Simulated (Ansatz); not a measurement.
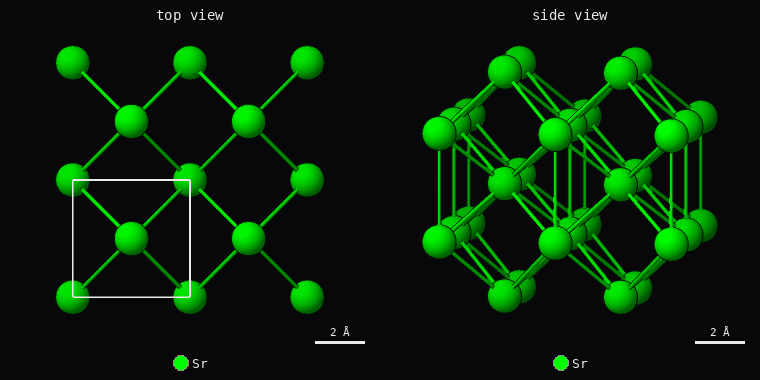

Sr(100) (Im-3m bulk, 5 atomic planes (those closer than 0.6 Å count as one), 9 Å), seen from above and from the side.

These are results of DFT PBE, scalar-relativistic, plane waves, PAW (Ansatz 0.2.0), not measurements. Cutoff 420 eV, 18 × 18 k-points, Gaussian smearing 0.1 eV, dipole correction. The slab is a cut without reconstruction beyond its cell, at the source's lattice constants, with its lower half held fixed and the rest relaxed. Relaxation changes the spacing of inner planes by up to 7 %, all the same way; the held half keeps the source's spacing. This isn't the element's usual fcc form. No spin polarisation. The run warns that the functional's potential is rough in the thin density of the vacuum, where the tip is; weak contrasts and barriers may feel it.

Model: Tersoff–Hamann, s-wave tip, no tip–sample forces. Bias windows are sharp sums over the levels of the k mesh.

The calculation's input:

```yaml
crystal:
  lattice:
    - [4.85, 0.0, 0.0]
    - [0.0, 4.85, 0.0]
    - [0.0, 0.0, 26.69999985]
  atoms:
    - { symbol: Sr, position: [0.5, 0.5, 0.3183520617] }
    - { symbol: Sr, position: [0.0, 0.0, 0.4091760257] }
    - { symbol: Sr, position: [0.5, 0.5, 0.4936868072] }
    - { symbol: Sr, position: [0.0, 0.0, 0.5780774056] }
    - { symbol: Sr, position: [0.5, 0.5, 0.6674586226] }
basis:
  ecutwfc: 420.0
  fft_grid_basis: typed
kpoints:
  mp_grid: { grid: [18, 18, 1] }
hamiltonian:
  xc: pbe
  pseudopotentials: { kind: paw }
scf:
  occupations: { method: gaussian, width: 0.1 }
output:
  forces: true
  eigenvalues: true
  band_densities:
    - { e_range: [-2.0, -1.0] }
    - { e_range: [-1.0, -0.5] }
    - { e_range: [-0.5, -0.25] }
    - { e_range: [-0.25, 0.0] }
    - { e_range: [0.0, 0.25] }
    - { e_range: [0.25, 0.5] }
    - { e_range: [0.5, 1.0] }
  band_residual_tolerance: 1.0e-05
  write_potential: true
  elf: true
  write_density: true
  volumetric_format: npy
efield:
  axis: 3
  dipole_correction: true
  ramp_width: 0.04
checkpoint:
  read: start.run
  write: ck
  compress: false
  write_wavefunctions: false
  write_every: 100000
```

Run with:

```sh
ansatz run input.yaml --threads 1 --pin off --max-ram 2211MiB --backend cpu --events-out ev --progress --plain --runs-dir out
```

This last single point, started from the relaxation's saved density, took 8.3 min on 1 thread of Arm Neoverse N1 (shared host), peak memory 1.3 GiB.

Q: What does a constant-current image at a set point of 2.4 × 10⁻⁵ e/Å³ show at −0.25 V?

A: The brightest spots lie over the top Sr atoms; the darkest points are over the sites above the Sr atoms 2.4 Å below the top plane. The corrugation is 12 pm at a mean tip height of 4.5 Å. So weak a contrast (12 pm) depends on the k-mesh and on the tip.

Q: What does a constant-current image at a set point of 3.2 × 10⁻³ e/Å³ show at +1.00 V?

A: The brightest spots lie over the top Sr atoms; the darkest points are over the sites above the Sr atoms 2.4 Å below the top plane. The corrugation is 39 pm at a mean tip height of 3.5 Å.

The computed images, with the atoms seen from above drawn over one corner (deeper ones smaller):

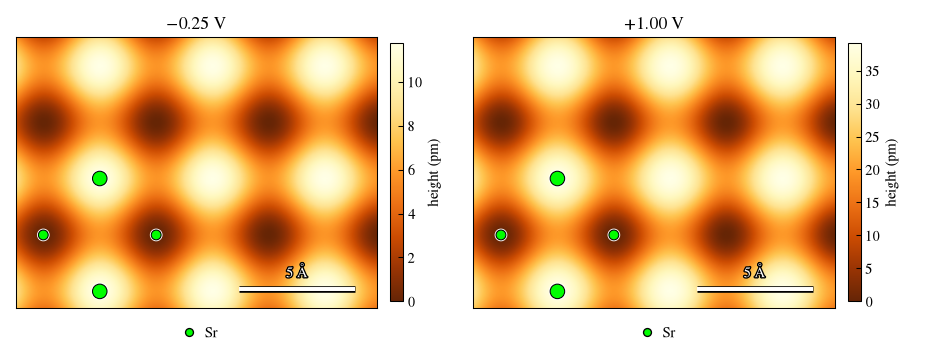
